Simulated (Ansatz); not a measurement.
## Geometry relaxation of AlN

The run: geometry relaxation of AlN (P6₃mc, 4 atoms in the cell). Method and program: DFT PBE, scalar-relativistic, plane waves, PAW, no spin polarisation (Ansatz 0.2.0).

The structure derives from a Materials Project entry. Figures and captions count atoms from 1; the log counts them from 0 in places.

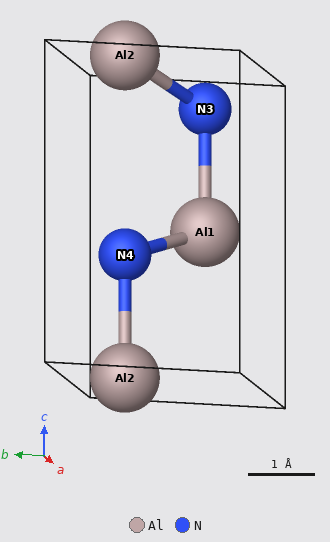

The input geometry (ball-and-stick view of the cell of the calculation, seen at an oblique angle; atoms are numbered from 1 in the order of the input).

### Input
```yaml
crystal:
  lattice:
    - [3.128588136, 0.0, 0.0]
    - [-1.564294068, 2.7094368037, 0.0]
    - [0.0, 0.0, 5.016955]
  atoms:
    - { symbol: Al, position: [0.66666667, 0.33333333, 0.499287] }
    - { symbol: Al, position: [0.33333333, 0.66666667, 0.999287] }
    - { symbol: "N", position: [0.66666667, 0.33333333, 0.880713] }
    - { symbol: "N", position: [0.33333333, 0.66666667, 0.380713] }
basis:
  ecutwfc: 420
kpoints:
  mp_grid: { grid: [9, 9, 4] }
hamiltonian:
  xc: pbe
scf:
  occupations: { method: gaussian, width: 0.02 }
output:
  forces: true
  stress: true
  eigenvalues: true
relax:
  adjacent_minimum: "off"
  f_tol: 0.005
  max_steps: 80
  cell: { stress_tol: 0.05 }
```

Run as:
```bash
ansatz run input.yaml --threads 8 --pin off --max-ram 16384MiB --backend cpu --events-out ev --progress --plain --runs-dir out
```

### What the program printed
```
Engine: ansatz 0.2.0, aarch64-unknown-linux-gnu
Pseudopotentials: kind: paw
Pseudopotential: Al, paw, valence charge 3, recommended cutoff 420 eV (normal), Al.paw.azcp
Pseudopotential: N, paw, valence charge 5, recommended cutoff 420 eV (normal), N.paw.azcp
Functional definition: PBE
  parameter kappa = 0.804
  parameter beta = 0.06672455060314922
  exchange = pbe_x(kappa = kappa, mu = beta*pi^2/3)
  correlation = pbe_c(beta = beta)
Crystal: 4 atoms, lattice volume = 42.527 Å³
Basis set: ecut = 420 eV, 833 PW (Γ), exchange–correlation on 48×48×72 points (8 copies of the dense FFT grid, shifted against one another)
Bands: 12, of which v1, the nominal top of the filled ones, is band 8 counted from 1 (7 counted from 0)
Symmetry: 12 space group operations
Space group: P63mc (ITA 186), of the structure as read, at distance tolerance 3.5e-5 Å
k-points: 36 of 324 (time reversal used)
Non-local potential: Al, projectors of the file, l = 0: 2, l = 1: 2, l = 2: 1
Non-local potential: N, projectors of the file, l = 0: 2, l = 1: 2, l = 2: 1
PAW form: soft (Blöchl's): semilocal exchange-correlation on the pseudo side does not see the compensation charge
PAW one-centre angular grid: Al, 110 points (default); XC on 64 Gauss nodes
PAW one-centre angular grid: N, 110 points (default); XC on 64 Gauss nodes
Initial density: superposition of atomic densities (neutral atoms: chi_scale 0, normalization atom), corrected by the library's trained network
Initial wavefunctions: pseudopotential atomic-orbital guess
Functional: x = pbe(κ = 0.804, μ = 0.2195149727645171), c = pbe(β = 0.06672455060314922)
SCF iter   1: F=—  HF=-1848.507663 eV  |F-HF|=—  |Δ(HF+E_count)|=         —  Δρ=8.14e-4  dr2=1.31e-4  ethr=1.77e-3  ⟨swp⟩=6.1  Hψ=2915  notcnv=0
preconditioner: auto → none  [insulator: Δε(μ)=4.044 eV  Ē_g=12.992 eV  σ=0.020 eV  W_gap=1.00  n_scr=2 (ndim 8)  ℏωp=22.8 eV  f_vac=0.000  D(μ)=0.00/eV (n_scr^D=0)  ε∞_Penn≈4.1]
SCF iter   2: F=—  HF=-1848.508005 eV  |F-HF|=—  |Δ(HF+E_count)|=   3.41e-4  Δρ=3.94e-4  dr2=2.04e-5  ethr=8.17e-7  ⟨swp⟩=2.3  Hψ=1050  notcnv=0
SCF iter   3: F=—  HF=-1848.507850 eV  |F-HF|=—  |Δ(HF+E_count)|=   1.55e-4  Δρ=6.23e-5  dr2=6.45e-7  ethr=1.27e-7  ⟨swp⟩=2.2  Hψ=692  notcnv=0
iter 4 did not close the SCF: its close was put off for the readings that it lacked (scf_convergence_deferred on its scf_iter line)
SCF iter   4: F=-1848.507852 eV  HF=-1848.507852 eV  |F-HF|=1.11e-8  |Δ(HF+E_count)|=   1.99e-6  Δρ=9.79e-6  dr2=1.66e-8  ethr=4.03e-9  ⟨swp⟩=2.1  Hψ=705  notcnv=0
iter 5 did not close the SCF: its close was put off for the readings that it lacked (scf_convergence_deferred on its scf_iter line)
SCF iter   5: F=-1848.507852 eV  HF=-1848.507852 eV  |F-HF|=5.63e-10  |Δ(HF+E_count)|=   1.33e-8  Δρ=1.86e-6  dr2=8.09e-10  ethr=1.04e-10  ⟨swp⟩=2.6  Hψ=737  notcnv=0
SCF iter   6: F=-1848.507852 eV  HF=-1848.507852 eV  |F-HF|=9.32e-12  |Δ(HF+E_count)|=  2.46e-10  Δρ=1.74e-7  dr2=5.53e-12  ethr=5.05e-12  ⟨swp⟩=1.2  Hψ=1250  notcnv=0
SCF 1 converged in 6 iterations: F = -1848.507852 eV  dr2 = 5.53e-12
  greatest PAW one-centre occupation: 0.787 electrons in one spin orbital (limit 2), on the N atom at site 3 (counted from 0), in its partial waves of l = 0
relax step   1: F+E_penalty+E_count = -1848.50785171 eV  Δ(F+E_penalty+E_count) = +0.000e0 eV  max|allowed force component| = 3.823e-3 eV/Å  Δτ_max = 0.0000 Å  P = +0.252 GPa  Ω = 42.527 Å³  (6 SCF iters, dr2 threshold 1.00e-7 eV, accepted)
Crystal: 4 atoms, lattice volume = 42.555 Å³
Initial density: handed on by an earlier stage of this run
Initial wavefunctions: those handed on with the density
iter 1 solved again at ethr=6.43e-8 eV; its pass at ethr=3.10e-3 eV (dr2=1.03e-5 eV) is discarded
SCF iter   1: F=—  HF=-1848.508044 eV  |F-HF|=—  |Δ(HF+E_count)|=         —  Δρ=1.48e-4  dr2=1.06e-5  ethr=6.43e-8  ⟨swp⟩=1.0  Hψ=2618  notcnv=0
preconditioner: auto → none  [insulator: Δε(μ)=4.039 eV  Ē_g=12.988 eV  σ=0.020 eV  W_gap=1.00  n_scr=2 (ndim 8)  ℏωp=22.8 eV  f_vac=0.000  D(μ)=0.00/eV (n_scr^D=0)  ε∞_Penn≈4.1]
SCF iter   2: F=—  HF=-1848.507803 eV  |F-HF|=—  |Δ(HF+E_count)|=   2.41e-4  Δρ=2.89e-5  dr2=3.79e-7  ethr=6.43e-8  ⟨swp⟩=2.1  Hψ=641  notcnv=0
iter 3 did not close the SCF: its close was put off for the readings that it lacked (scf_convergence_deferred on its scf_iter line)
SCF iter   3: F=-1848.507803 eV  HF=-1848.507803 eV  |F-HF|=3.62e-9  |Δ(HF+E_count)|=   8.28e-8  Δρ=1.03e-5  dr2=3.16e-8  ethr=2.37e-9  ⟨swp⟩=2.0  Hψ=682  notcnv=0
iter 4 did not close the SCF: its close was put off for the readings that it lacked (scf_convergence_deferred on its scf_iter line)
SCF iter   4: F=-1848.507803 eV  HF=-1848.507803 eV  |F-HF|=8.53e-11  |Δ(HF+E_count)|=   1.22e-9  Δρ=6.91e-7  dr2=1.04e-10  ethr=1.97e-10  ⟨swp⟩=2.1  Hψ=722  notcnv=0
iter 5 did not close the SCF: its close was put off for the readings that it lacked (scf_convergence_deferred on its scf_iter line)
SCF iter   5: F=-1848.507803 eV  HF=-1848.507803 eV  |F-HF|=4.09e-12  |Δ(HF+E_count)|=  9.96e-11  Δρ=1.39e-7  dr2=4.42e-12  ethr=1.00e-12  ⟨swp⟩=2.9  Hψ=761  notcnv=0
SCF iter   6: F=-1848.507803 eV  HF=-1848.507803 eV  |F-HF|=2.27e-13  |Δ(HF+E_count)|=  5.23e-12  Δρ=1.82e-8  dr2=9.49e-14  ethr=1.00e-12  ⟨swp⟩=1.0  Hψ=1008  notcnv=0
SCF 2 converged in 6 iterations: F = -1848.507803 eV  dr2 = 9.49e-14
relax step   2: F+E_penalty+E_count = -1848.50780278 eV  Δ(F+E_penalty+E_count) = +4.892e-5 eV  max|allowed force component| = 2.488e-3 eV/Å  Δτ_max = 0.0002 Å  P = +0.121 GPa  Ω = 42.555 Å³  energy of the carried Pulay correction = -8.419e-5 eV  (6 SCF iters, dr2 threshold 1.88e-7 eV, accepted)
Crystal: 4 atoms, lattice volume = 42.580 Å³
iter 1 solved again at ethr=5.61e-8 eV; its pass at ethr=3.10e-3 eV (dr2=8.98e-6 eV) is discarded
SCF iter   1: F=—  HF=-1848.507975 eV  |F-HF|=—  |Δ(HF+E_count)|=         —  Δρ=1.37e-4  dr2=9.24e-6  ethr=5.61e-8  ⟨swp⟩=1.0  Hψ=2618  notcnv=0
preconditioner: auto → none  [insulator: Δε(μ)=4.033 eV  Ē_g=12.983 eV  σ=0.020 eV  W_gap=1.00  n_scr=2 (ndim 8)  ℏωp=22.8 eV  f_vac=0.000  D(μ)=0.00/eV (n_scr^D=0)  ε∞_Penn≈4.1]
SCF iter   2: F=—  HF=-1848.507734 eV  |F-HF|=—  |Δ(HF+E_count)|=   2.41e-4  Δρ=2.52e-5  dr2=3.03e-7  ethr=5.61e-8  ⟨swp⟩=2.1  Hψ=648  notcnv=0
iter 3 did not close the SCF: its close was put off for the readings that it lacked (scf_convergence_deferred on its scf_iter line)
SCF iter   3: F=-1848.507734 eV  HF=-1848.507734 eV  |F-HF|=3.32e-9  |Δ(HF+E_count)|=   6.67e-8  Δρ=9.31e-6  dr2=2.57e-8  ethr=1.89e-9  ⟨swp⟩=2.0  Hψ=685  notcnv=0
iter 4 did not close the SCF: its close was put off for the readings that it lacked (scf_convergence_deferred on its scf_iter line)
SCF iter   4: F=-1848.507734 eV  HF=-1848.507734 eV  |F-HF|=4.12e-11  |Δ(HF+E_count)|=   1.45e-9  Δρ=6.56e-7  dr2=9.95e-11  ethr=1.60e-10  ⟨swp⟩=2.1  Hψ=721  notcnv=0
iter 5 did not close the SCF: its close was put off for the readings that it lacked (scf_convergence_deferred on its scf_iter line)
SCF iter   5: F=-1848.507734 eV  HF=-1848.507734 eV  |F-HF|=9.09e-12  |Δ(HF+E_count)|=  5.28e-11  Δρ=1.78e-7  dr2=5.87e-12  ethr=1.00e-12  ⟨swp⟩=2.1  Hψ=720  notcnv=0
SCF iter   6: F=-1848.507734 eV  HF=-1848.507734 eV  |F-HF|=0.00e0  |Δ(HF+E_count)|=  1.00e-11  Δρ=1.34e-8  dr2=4.89e-14  ethr=1.00e-12  ⟨swp⟩=1.0  Hψ=1008  notcnv=0
SCF 3 converged in 6 iterations: F = -1848.507734 eV  dr2 = 4.89e-14
relax step   3: F+E_penalty+E_count = -1848.50773399 eV  Δ(F+E_penalty+E_count) = +6.879e-5 eV  max|allowed force component| = 3.910e-4 eV/Å  Δτ_max = 0.0001 Å  P = -0.000 GPa  Ω = 42.580 Å³  energy of the carried Pulay correction = -1.632e-4 eV  (6 SCF iters, dr2 threshold 3.71e-8 eV, accepted)
Initial wavefunctions: pseudopotential atomic-orbital guess (no wavefunctions were taken with the density)
iter 1 solved again at ethr=9.36e-9 eV; its pass at ethr=3.10e-3 eV (dr2=1.50e-6 eV) is discarded
SCF iter   1: F=—  HF=-1848.508103 eV  |F-HF|=—  |Δ(HF+E_count)|=         —  Δρ=8.77e-6  dr2=6.56e-9  ethr=9.36e-9  ⟨swp⟩=3.1  Hψ=4192  notcnv=0
preconditioner: auto → none  [insulator: Δε(μ)=4.034 eV  Ē_g=12.984 eV  σ=0.020 eV  W_gap=1.00  n_scr=2 (ndim 8)  ℏωp=22.8 eV  f_vac=0.000  D(μ)=0.00/eV (n_scr^D=0)  ε∞_Penn≈4.1]
SCF iter   2: F=—  HF=-1848.507865 eV  |F-HF|=—  |Δ(HF+E_count)|=   2.38e-4  Δρ=4.42e-6  dr2=1.73e-9  ethr=4.10e-11  ⟨swp⟩=3.3  Hψ=907  notcnv=0
SCF iter   3: F=—  HF=-1848.507865 eV  |F-HF|=—  |Δ(HF+E_count)|=   2.56e-9  Δρ=2.73e-6  dr2=5.66e-10  ethr=1.08e-11  ⟨swp⟩=1.0  Hψ=432  notcnv=0
iter 4 did not close the SCF: its close was put off for the readings that it lacked (scf_convergence_deferred on its scf_iter line)
SCF iter   4: F=-1848.507865 eV  HF=-1848.507865 eV  |F-HF|=2.50e-12  |Δ(HF+E_count)|=   1.84e-9  Δρ=1.40e-7  dr2=2.42e-12  ethr=3.54e-12  ⟨swp⟩=2.1  Hψ=679  notcnv=0
iter 5 did not close the SCF: its close was put off for the readings that it lacked (scf_convergence_deferred on its scf_iter line)
SCF iter   5: F=-1848.507865 eV  HF=-1848.507865 eV  |F-HF|=4.55e-13  |Δ(HF+E_count)|=  1.82e-12  Δρ=5.66e-8  dr2=4.84e-13  ethr=1.00e-12  ⟨swp⟩=1.0  Hψ=432  notcnv=0
iter 6 did not close the SCF: its close was put off for the readings that it lacked (scf_convergence_deferred on its scf_iter line)
SCF iter   6: F=-1848.507865 eV  HF=-1848.507865 eV  |F-HF|=0.00e0  |Δ(HF+E_count)|=  6.82e-13  Δρ=2.89e-8  dr2=1.01e-13  ethr=1.00e-12  ⟨swp⟩=1.0  Hψ=432  notcnv=0
iter 7 did not close the SCF: its close was put off for the readings that it lacked (scf_convergence_deferred on its scf_iter line)
SCF iter   7: F=-1848.507865 eV  HF=-1848.507865 eV  |F-HF|=4.55e-13  |Δ(HF+E_count)|=  4.55e-13  Δρ=1.17e-8  dr2=1.57e-14  ethr=1.00e-12  ⟨swp⟩=1.0  Hψ=432  notcnv=0
SCF iter   8: F=-1848.507865 eV  HF=-1848.507865 eV  |F-HF|=2.27e-13  |Δ(HF+E_count)|=  6.82e-13  Δρ=3.30e-9  dr2=1.21e-15  ethr=1.00e-12  ⟨swp⟩=1.0  Hψ=1008  notcnv=0
SCF 4 converged in 8 iterations: F = -1848.507865 eV  dr2 = 1.21e-15
  greatest PAW one-centre occupation: 0.787 electrons in one spin orbital (limit 2), on the N atom at site 2 (counted from 0), in its partial waves of l = 0
relax step   4: F+E_penalty+E_count = -1848.50786471 eV  Δ(F+E_penalty+E_count) = -1.307e-4 eV  max|allowed force component| = 4.091e-4 eV/Å  Δτ_max = 0.0000 Å  P = +0.006 GPa  Ω = 42.580 Å³  stress off target by 6.95e-3 GPa  SCF on the basis re-selected at this cell (its energy is not comparable with the rows above)  (8 SCF iters)
```

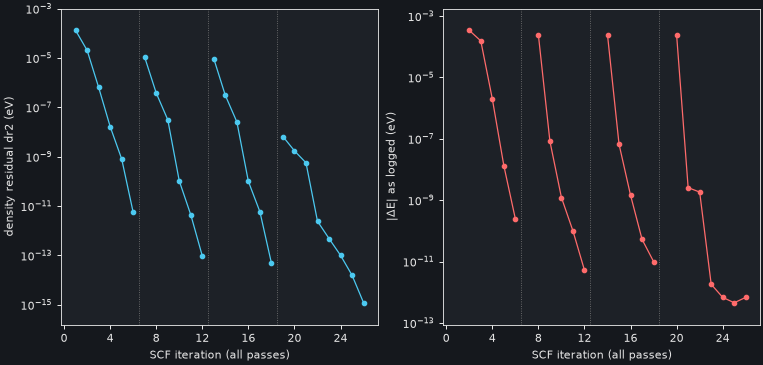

Convergence of the self-consistent field: density residual dr2 and size of the energy change against the SCF iteration. The dotted lines part the SCF passes of the relaxation: geometry steps, rejected trials and re-solves on a re-selected basis. The passes take 6, 6, 6 and 8 iterations.

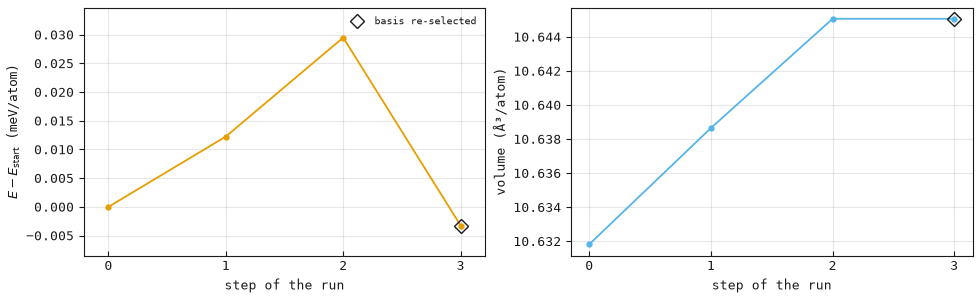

Progress of the relaxation, step by step (the first geometry is step 0 here and step 1 in the log). No atom moves by more than 0.005 Å relative to the cell. The volume changes by +0.1 %, with a = b 3.129 → 3.130 Å (+0.1 %), c 5.017 → 5.018 Å (0.0 %). The space group stays P6_3mc (No. 186). The energy rises by next to nothing (0.0 meV per atom) in 2 geometry steps. The largest force component goes from 0.0038 to 0.00041 eV/Å. The pressure goes from 0.25 to 0.01 GPa. A last SCF at the same geometry on a re-selected plane-wave basis shifts the energy by next to nothing (0.0 meV per atom). (Atoms are counted from 1 in the order of the input.)

```
basis re-selected at this cell: Δ(F+E_penalty+E_count) = -1.307e-4 eV, ΔP = +0.006 GPa vs the last step (what re-selecting the basis moved, of the pressure what is left beyond the Pulay correction that the steps carried, after the strain that the cell walked since its last selection, with what the two solves' SCF thresholds leave and, on support functions, any second-order correction that the steps lacked; it is no measure of the basis error at this ecutwfc). This SCF's stress stands 6.95e-3 GPa from its target on what of the cell is left free (relax.cell.stress_tol is 5.00e-2 GPa) and its largest allowed force component is 4.09e-4 eV/Å (relax.f_tol is 5.00e-3 eV/Å): within both
SCF converged after 8 iterations
Free energy (F): -1848.507865 eV
Harris-Foulkes:  -1848.507865 eV  (|F-HF|=2.27e-13)
Internal energy: -1848.507865 eV  (E = F + TS)
E sigma→0 (E₀):  -1848.507865 eV
Fermi energy:    8.960283 eV
--- Per-component energies (eV) ---
  E_band       = 27.854896
  E_kinetic    = 317.322383
  E_local      = -451.605016  (includes V_loc(G=0)·N_el)
  E_nonlocal   = 110.503507
  E_hartree    = 156.640852
  E_xc         = -203.250354
  E_vxc        = -215.380394  (∫ρ·V_xc dr)
  E_paw        = -1190.066832  (= ΣΔE_a)
  E_vpaw       = -46.267483  (= ΣTr[D̂ρ^β])
  E_aug_tail   = 0.000195  (compensation charges beyond the density's cutoff)
  E_ewald      = -588.052600
  E_smearing   = -0.000000  (= −TS)
  E_closure    = 0.000000  (closes the sum)
  Σ components = -1848.507865   (vs F -1848.507865, Δ=0.00e0)
--- Forces (eV/Å), atoms counted from 1 ---
  atom   1  Al    -0.00000000     0.00000000    -0.00041501
  atom   2  Al    -0.00000000    -0.00000000    -0.00041501
  atom   3  N     -0.00000000    -0.00000000     0.00040312
  atom   4  N      0.00000000     0.00000000     0.00040312
  max |Σ_I F_I| component: 2.38e-5 eV/Å
--- Stress (GPa, compression-positive) ---
        0.005130       0.000000       0.000000
       -0.000000       0.005130       0.000000
        0.000000       0.000000       0.006950
  P = ⅓ Tr σ = 0.0057 GPa (0.057 kbar)
--- Band table (eV; the first three rows and the last of 36) ---
  k-point 0: bands = ["-8.1119", "-6.0340", "1.0473", "6.1012", "6.1012", "6.7406", "6.7406", "6.9432", "10.9773", "13.4569", "17.3963", "17.9791"]
  k-point 1: bands = ["-7.8812", "-6.4497", "1.8231", "5.7408", "6.1900", "6.1900", "6.6425", "6.6425", "11.9477", "13.5708", "17.0662", "17.9512"]
  k-point 2: bands = ["-7.2487", "-7.2487", "3.6467", "3.6467", "6.4118", "6.4118", "6.4118", "6.4118", "13.2502", "13.2502", "17.1194", "17.1194"]
  k-point 35: bands = ["-5.6435", "-5.6435", "2.1738", "2.1738", "3.1646", "3.1646", "6.1571", "6.1571", "14.2971", "14.2971", "14.6574", "14.6574"]
--- Relaxed structure (3 steps of the walk, 3 accepted, 1 SCFs on fresh bases) ---
  F+E_penalty+E_count = -1848.50786471 eV   max|allowed force component| = 4.091e-4 eV/Å   (the final SCF, on the basis selected at the relaxed cell)
  cell:  # Å, volume = 42.5802 Å³
    - [3.13020362580885, -8.805030571253245e-34, 1.7262340197814888e-34]
    - [-1.565101812904425, 2.7108358589686237, 3.65241146477691e-20]
    - [2.768161873768644e-34, 6.76302319916157e-20, 5.018019379611313]
  atoms:
    - { symbol: Al, position: [0.6666666666666666, 0.3333333333333333, 0.49923494869105195] }
    - { symbol: Al, position: [0.3333333333333333, 0.6666666666666666, 0.999234948691052] }
    - { symbol: N, position: [0.6666666666666666, 0.3333333333333333, 0.8807650513089481] }
    - { symbol: N, position: [0.3333333333333333, 0.6666666666666666, 0.38076505130894805] }
```

### Trajectory as extended XYZ (Å, eV, eV/Å), 4 frames, from step=1 to step=4
```
4
Lattice="3.1286 0.0000 0.0000 -1.5643 2.7094 0.0000 0.0000 0.0000 5.0170" Properties=species:S:1:pos:R:3:forces:R:3 step=1 energy=-1848.50785 pressure_GPa=0.25
Al    1.5643    0.9031    2.5049    0.0000   0.0000  -0.0038
Al    0.0000    1.8063    5.0134    0.0000   0.0000  -0.0038
N     1.5643    0.9031    4.4185    0.0000   0.0000   0.0038
N     0.0000    1.8063    1.9100    0.0000   0.0000   0.0038
4
Lattice="3.1295 0.0000 0.0000 -1.5648 2.7102 0.0000 0.0000 0.0000 5.0172" Properties=species:S:1:pos:R:3:forces:R:3 step=2 energy=-1848.50780 pressure_GPa=0.12
Al    1.5648    0.9034    2.5048    0.0000   0.0000  -0.0025
Al    0.0000    1.8068    5.0134    0.0000   0.0000  -0.0025
N     1.5648    0.9034    4.4188    0.0000   0.0000   0.0025
N     0.0000    1.8068    1.9103    0.0000   0.0000   0.0025
4
Lattice="3.1302 0.0000 0.0000 -1.5651 2.7108 0.0000 0.0000 0.0000 5.0180" Properties=species:S:1:pos:R:3:forces:R:3 step=3 energy=-1848.50773 pressure_GPa=-0.00
Al    1.5651    0.9036    2.5052    0.0000   0.0000  -0.0004
Al    0.0000    1.8072    5.0142    0.0000   0.0000  -0.0004
N     1.5651    0.9036    4.4197    0.0000   0.0000   0.0004
N     0.0000    1.8072    1.9107    0.0000   0.0000   0.0004
4
Lattice="3.1302 0.0000 0.0000 -1.5651 2.7108 0.0000 0.0000 0.0000 5.0180" Properties=species:S:1:pos:R:3:forces:R:3 step=4 energy=-1848.50787 pressure_GPa=0.01
Al    1.5651    0.9036    2.5052    0.0000   0.0000  -0.0004
Al    0.0000    1.8072    5.0142    0.0000   0.0000  -0.0004
N     1.5651    0.9036    4.4197    0.0000   0.0000   0.0004
N     0.0000    1.8072    1.9107    0.0000   0.0000   0.0004
```

### Key numbers

| quantity | value |
| --- | --- |
| outcome | converged |
| space group (tolerance 0.01 Å) | P6₃mc (186) |
| electrons treated | 16 |
| free energy | −1848.5079 eV |
| Fermi energy | 8.960 eV |
| gap on the k-point mesh | 4.03 eV |
| pressure | 0.01 GPa |
| final volume | 42.58 Å³ |
| largest force (length of the vector) at the end | under 0.001 eV/Å |
| final cell | a = 3.130 Å, b = 3.130 Å, c = 5.018 Å, α = 90.00°, β = 90.00°, γ = 120.00° |
| hardware | 8 threads of Arm Neoverse V1, 24 GiB of memory available, shared host |
| wall time | 1.8 s (CPU time 11 s) |
| peak memory | 0.36 GiB |
